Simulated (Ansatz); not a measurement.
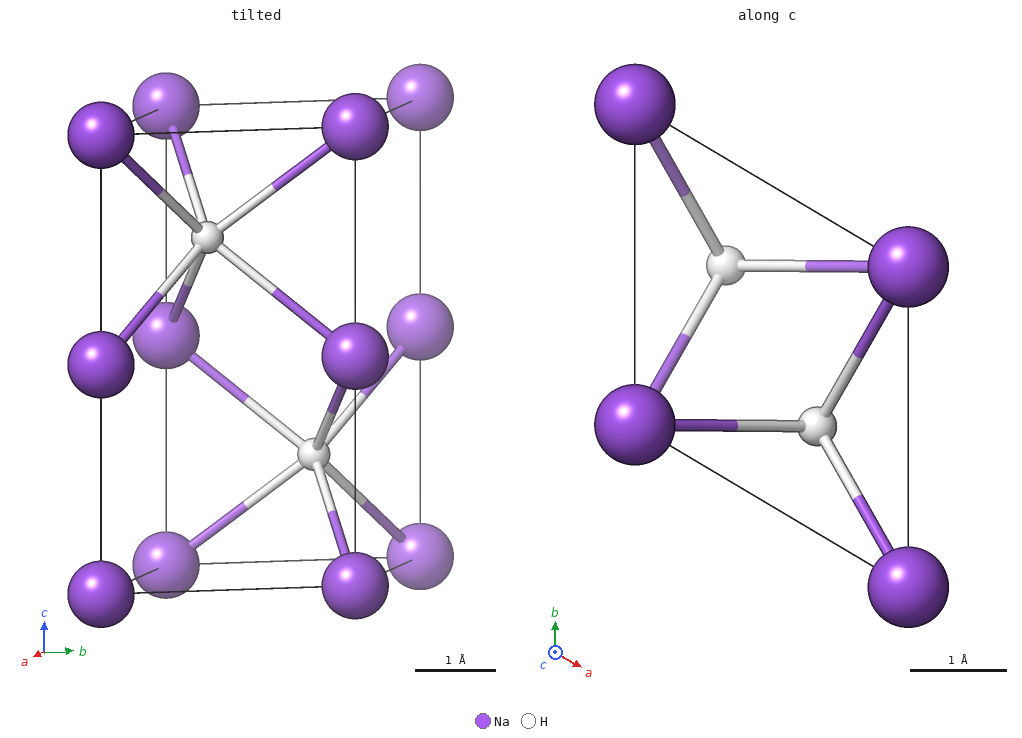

Crystal structure, ball-and-stick style, seen slightly off an axis and along the c axis. The unit cell is outlined; an atom on or near a face, edge or corner is repeated at each equivalent position.

NaH, a = 3.319 Å, b = 3.343 Å, c = 5.831 Å, α = 90.00°, β = 90.00°, γ = 120.72°. Strictly the space group is P2_1/m (No. 11, within 0.01 Å). It is a distorted form of a primitive hexagonal structure, space group P6_3/mmc (No. 194) within 0.25 Å: nickel arsenide (NiAs) type. The model was built from a structure type filled with these elements by a generator (whether the compound takes this form wasn't checked). The cell was then strained or its atoms displaced on purpose. It was run through Ansatz as a DFT input.

This one geometry was computed with Ansatz (DFT, plane waves, PAW) at three levels of theory: HSE06, PBE and r2SCAN. It was relaxed with r2SCAN and then strained.

How does the band gap change with the level of theory?

PBE: a gap of 3.38 eV, indirect; r2SCAN: a gap of 3.98 eV, indirect; HSE06: a gap of 4.42 eV, indirect.

Collect the results in a table.

| level | cutoff (eV) | k-mesh of the run's cell | gap (eV) | pressure (GPa) |
| --- | --- | --- | --- | --- |
| HSE06 | 420 | 6×6×4 | 4.42 | 0.2 |
| PBE | 420 | 12×12×4 | 3.38 | 0.6 |
| r2SCAN | 500 | 12×12×4 | 3.98 | 0.0 |

Gaps are taken on the k-mesh or band path of each run.
